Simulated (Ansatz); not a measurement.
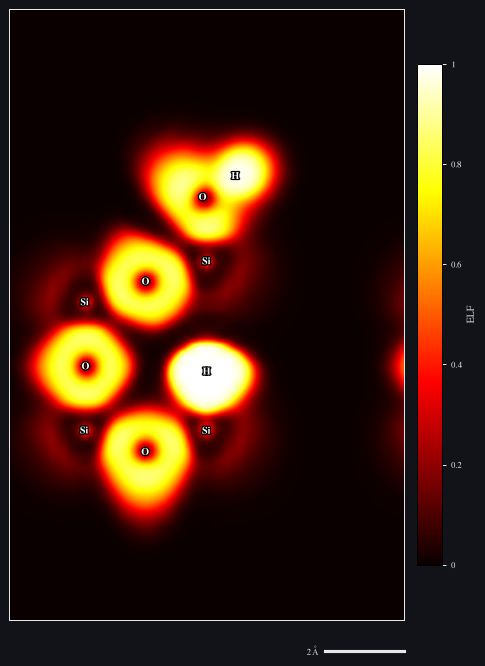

Figure. Si₄HO₈. Electron localisation function on the (11̄0) plane of the calculation cell, a cut from vacuum to vacuum.

Method: DFT LDA, scalar-relativistic, plane waves, PAW (Ansatz).

```cif
data_structure
_symmetry_space_group_name_H-M 'P 1'
_symmetry_Int_Tables_number 1
_cell_length_a 10.6400
_cell_length_b 5.3200
_cell_length_c 18.0000
_cell_angle_alpha 90.000
_cell_angle_beta 90.000
_cell_angle_gamma 120.000
_cell_volume 882.38
loop_
_atom_site_label
_atom_site_type_symbol
_atom_site_fract_x
_atom_site_fract_y
_atom_site_fract_z
_atom_site_occupancy
Si1 Si 0.16755 0.66624 0.64576 1
Si2 Si 0.16738 0.66627 0.40963 1
O1 O 0.15684 0.65561 0.73511 1
Si3 Si 0.33325 0.33193 0.58875 1
Si4 Si 0.33385 0.33274 0.41012 1
O2 O 0.33131 0.33019 0.49950 1
O3 O 0.25260 0.00026 0.61722 1
O4 O 0.25137 0.00063 0.38066 1
O5 O 0.00139 0.50060 0.61743 1
O6 O 0.00055 0.49948 0.37994 1
O7 O 0.25243 0.50189 0.61731 1
O8 O 0.25135 0.49987 0.38067 1
Si5 Si 0.66805 0.66703 0.58830 1
Si6 Si 0.66767 0.66663 0.41005 1
O9 O 0.66808 0.66706 0.49921 1
Si7 Si 0.83621 0.33521 0.58863 1
Si8 Si 0.83485 0.33381 0.40998 1
O10 O 0.83804 0.33701 0.49933 1
O11 O 0.75142 0.00065 0.61690 1
O12 O 0.75076 0.00006 0.38156 1
O13 O 0.50107 0.49998 0.61677 1
O14 O 0.50084 0.49977 0.38190 1
O15 O 0.75140 0.50014 0.61691 1
O16 O 0.75078 0.49941 0.38156 1
H1 H 0.24463 0.73799 0.76457 1
H2 H 0.16642 0.66533 0.49201 1
```

> What does the map show?

- The plane passes through Si, O and H nuclei.
- O–H (0.97 Å): the ELF climbs to about 1 towards the hydrogen, as it does in any bond to H (a covalent bond by its length).
- Si–H (1.48 Å): the ELF is about 1 at the midpoint; a covalent bond by its length.
- Si–O (1.61 Å): the ELF peaks at about 0.85 between the atoms: a shared but strongly polarised pair.
- The ELF also peaks beside O, away from the bonds: lone-pair regions.

> Metal or insulator at this level of theory?

It is gapped, with a Kohn–Sham gap of 5.7 eV on the k-point mesh, an upper bound to the gap of this method.
